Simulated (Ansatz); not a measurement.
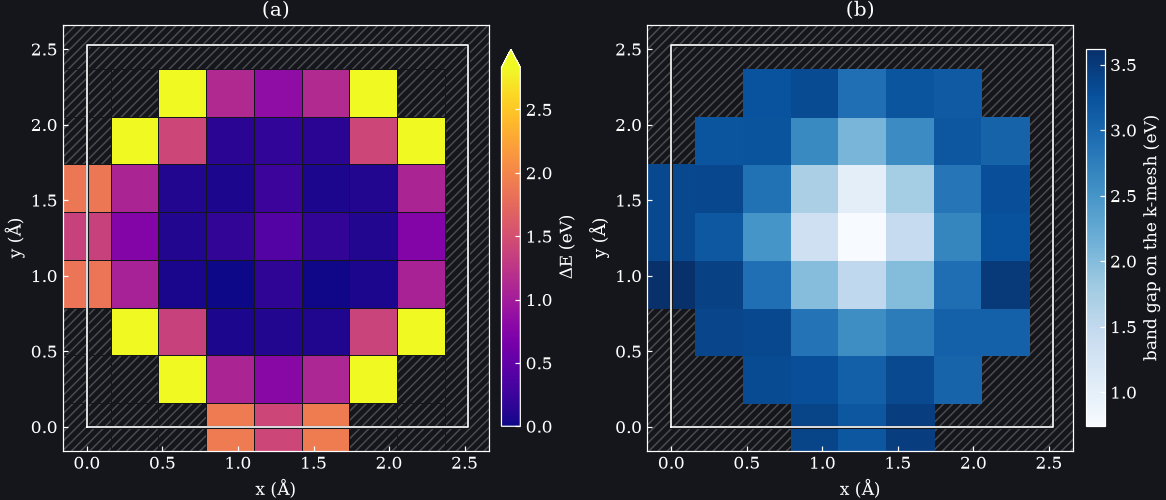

C (Fd-3m phase) with one H guest (13 atoms in the cell, cell charge +1). 
- A guest moved over a lattice plane through the rigid host; the plane is (0 0 1) of the conventional cell, through C2.
- Places are given modulo a cell vector. The map is drawn in real space over the plane of the scan.
- Nothing is relaxed (host rigid, guest held in the plane).
- Grid: 8 × 8 points; 48 points were computed and 3 follow by symmetry. At 13 points there is no value (left out of the scan, as a rule where atoms come close).
- Energies are in eV per cell, from the lowest grid point.
- The cell is charged on a uniform background, without a charge correction.
- These are results of Ansatz, DFT PBE, scalar-relativistic, plane waves, PAW, not measurements. Settings: cutoff 420 eV, k-mesh 6×6×6, gaussian smearing 0.05 eV, no spin polarisation.

Panel (a) is the energy and panel (b) the computed band gap on the k-mesh on the same grid.

Drawn: one coloured cell a grid point, the outline of one cell of the plane, one colour for all values above the top of the scale, hatched blanks where no value was computed.

Q: How does the band gap on the k-mesh vary over the map, and what is it at the lowest grid point?

A: Leaving out the highest fifth of the energies, it runs from 0.74 eV at (4/8, 4/8) of the cell vectors [nearest 4 C at 1.55 Å] to 3.62 eV at (0/8, 3/8) of the cell vectors [nearest 2 C at 0.95 Å]. At the lowest grid point, (3/8, 3/8) of the cell vectors [nearest 3 C at 1.34 Å], it is 1.99 eV.

PAW datasets: the set soft_1.
